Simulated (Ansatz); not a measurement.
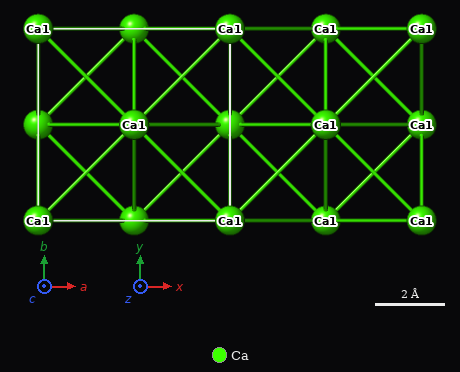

Energy scan for crystalline Ca (Fm-3m), in which the cell is strained along x alone, with the atoms kept at their fractional coordinates. x, y and z are the Cartesian axes of the input. The picture shows the reference cell. The picture is a ball-and-stick view of the conventional cell (4 times the calculation's cell), repeated 2 × 1 × 1 with one cell outlined, seen along the c axis. Lengths and directions refer to the drawn axes.

Level of theory: Ansatz 0.2.0, DFT PBE, scalar-relativistic, plane waves, PAW. (plane-wave cutoff 420 eV; k-point mesh 14 × 14 × 14; occupations gaussian; smearing width 0.15 eV; no spin polarisation). Energies (free energies at the smearing named) are counted from the cell as listed in its source, which wasn't relaxed.

Input file:
```yaml
crystal:
  lattice:
    - [0.0, 2.7942, 2.7942]
    - [2.7942, 0.0, 2.7942]
    - [2.7942, 2.7942, 0.0]
  atoms:
    - { symbol: Ca, position: [0.0, 0.0, 0.0] }
basis:
  ecutwfc: 420
kpoints:
  mp_grid: { grid: [14, 14, 14] }
hamiltonian:
  xc: pbe
scf:
  occupations: { method: gaussian, width: 0.15 }
output:
  forces: true
  stress: true
  eigenvalues: true
```

Run as
```bash
ansatz run input.yaml --threads 1 --pin off --max-ram 2560MiB --backend cpu --events-out ev --progress --plain --runs-dir out
```

What energies does the calculation give (the strain: −0.0600, −0.0450, −0.0300, −0.0150, 0.0000, 0.0150, 0.0300, 0.0450, 0.0525, 0.0600)?

```
 strain  energy change (meV/atom)
−0.0600                       1.3
−0.0450                      −1.0
−0.0300                      −2.0
−0.0150                      −1.6
 0.0000                       0.0
 0.0150                       2.9
 0.0300                       7.0
 0.0450                      12.3
 0.0525                      15.5
 0.0600                      18.9
```

The lowest computed point lies at the strain −0.03 (−2.0 meV/atom). The curvature at zero strain, (1/V) d²E/dε², is about 21 GPa; it is C₁₁ with clamped ions. The distortion takes the space group from Fm-3m to I4/mmm. At the strain −0.06 the cell of the drawing goes a 5.588 → 5.253 Å.
